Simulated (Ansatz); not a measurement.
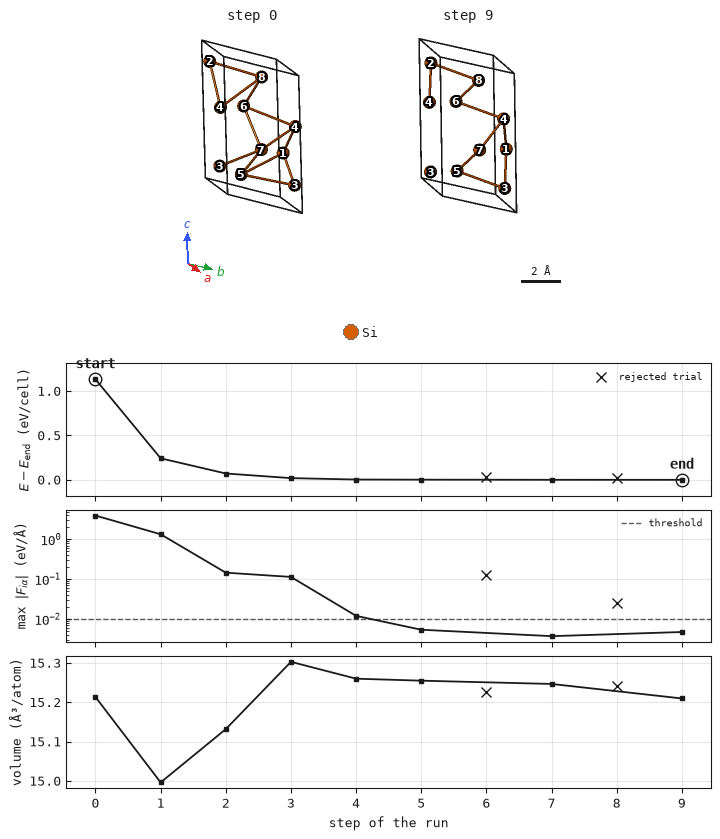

First and last geometry of a relaxation of a crystal of Si (set up in P1), with the history of the run. Style: ball-and-stick. Shown: the cell of the calculation, slightly off an axis.

Case: a zone-boundary wave of random shape, sigma 0.1 Å; relaxed back.

The calculation used Ansatz 0.2.0, DFT r2SCAN, scalar-relativistic, plane waves, PAW. Settings: plane-wave cutoff 500 eV; k-point mesh 10 × 8 × 6; occupations gaussian; smearing width 0.15 eV; no spin polarisation; cell and atoms relaxed; force threshold 0.01 eV/Å; at most 80 steps.

Did the run converge, and what did it change?

Answer. The run was cut off at its time limit before the relaxation converged, so the last structure is only a point on the way. The atom that moves furthest relative to the cell is Si4 (0.47 Å roughly along [−3 −3 1]). The drawn cell changes at constant volume: a 3.625 → 3.642 Å (+0.5 %), b 5.255 → 5.216 Å (−0.7 %), c 7.249 → 7.285 Å (+0.5 %), α 108.4° → 105.4°, β 94.9° → 97.7°, γ 108.4° → 109.7°. Near-neighbour distances that change, for instance: Si4–Si8 3.677 → 3.079 Å, Si4–Si7 3.598 → 3.079 Å, Si1–Si6 3.556 → 3.079 Å, Si1–Si4 2.686 → 3.134 Å. Among the angles between lasting bonds that change: Si3–Si1–Si6 121.3° → 151.2°, Si1–Si4–Si2 177.5° → 147.6°, Si1–Si3–Si5 133.3° → 104.1°. Within 0.06 Å the space group is P1 at the start and Imma at the end; at a tighter tolerance small leftover displacements or strains of the cell lower it. After 7 accepted moves (9 points after the start) the energy has fallen by 1.132 eV per cell of the calculation. Largest force component: 4 eV/Å at the start, 0.0048 eV/Å at the end. The pressure goes from 3.61 to 0.16 GPa. The line search rejected the trial steps at points 6, 8 of the run. Cost: 13 min on 2 threads of Intel(R) Xeon(R) Platinum 8488C (Sapphire Rapids), with other jobs on the host, peak memory 1.2 GiB.
